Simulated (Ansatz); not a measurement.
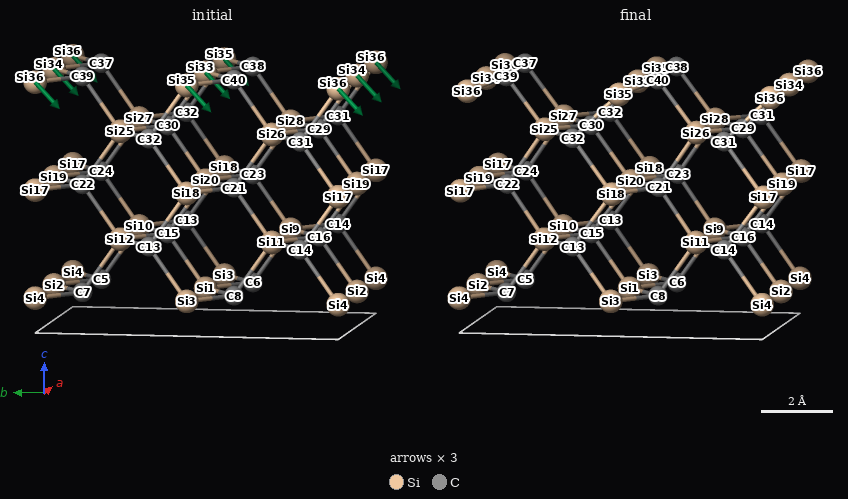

The structure of a slab of composition SiC (cut from the F-43m phase) before (left) and after (right) a constrained relaxation, at one scale. The green arrows give the displacements, magnified 3 times.

The picture is a ball-and-stick view of the cell of the calculation, outlined in the plane, without the vacuum (origin shifted), seen from a free direction.

Case: clean slab, lower planes held. The slab is the (1 1 0) face of SiC. 16 atoms are held fixed.

Theory: DFT PBE, scalar-relativistic, plane waves, PAW in Ansatz. (plane-wave cutoff 420 eV; k-point mesh 3 × 2 × 1; occupations gaussian; smearing width 0.05 eV; no spin polarisation; dipole correction; atoms relaxed in a fixed cell; force threshold 0.03 eV/Å; at most 70 steps)

**Summarise the run.**

The largest moves, 0.35 Å, are those of Si33, Si34, Si35 and Si36. Si33 goes at 43° to the normal (−c side). By element the largest moves are Si 0.35 Å, C 0.03 Å. The cell stays as it was. Among the contacts that change: Si25–Si34 3.097 → 2.794 Å, Si33–C38 1.896 → 1.784 Å, Si17–C31 1.896 → 1.944 Å, C29–Si34 1.896 → 1.858 Å. Among the angles between lasting bonds that change: Si17–C31–Si36 109.5° → 97.9°, Si34–C37–Si36 109.5° → 120.5°, C37–Si34–C39 109.5° → 120.5°. After 4 accepted moves (5 points after the start) the energy has fallen by 2.635 eV per cell of the calculation. Largest force component: 2.9 eV/Å at the start, 0.016 eV/Å at the end. 1 step only repeated the SCF at the same geometry.
